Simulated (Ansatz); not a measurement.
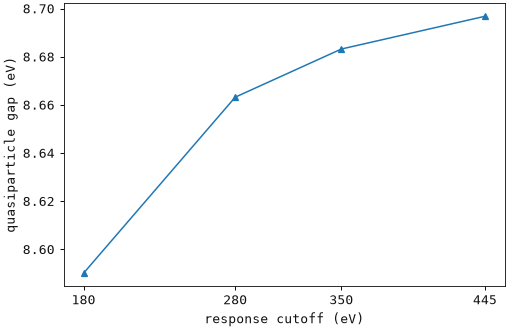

One cell, run at 4 values of the response cutoff (empty bands raised with it).
System: LiCl (Fm-3m, 2 atoms in the cell).
Method: G0W0@PBE, full frequency by contour deformation, norm-conserving pseudopotentials (Ansatz 0.2.0-dev); cutoff 1034.03 eV, 2×2×2 k-mesh.

Q: From which setting is the quasiparticle gap converged to 0.05 eV?

A: The quasiparticle gap is within 0.05 eV of the largest setting's value from 280 eV on. It is 8.59 eV at 180 eV and 8.70 eV at 444.7 eV. The last step still moves it by 0.01 eV in the same direction, so the limit lies further: extrapolating the last two points as the cutoff to the power −3/2 gives about 8.73 eV, so against that limit 350 eV is needed. On so coarse a k-mesh the values belong to these settings and aren't the crystal's converged gap. The potentials or cutoffs used are known to leave an error of their own, so the limit of this scan isn't the converged value for the crystal.
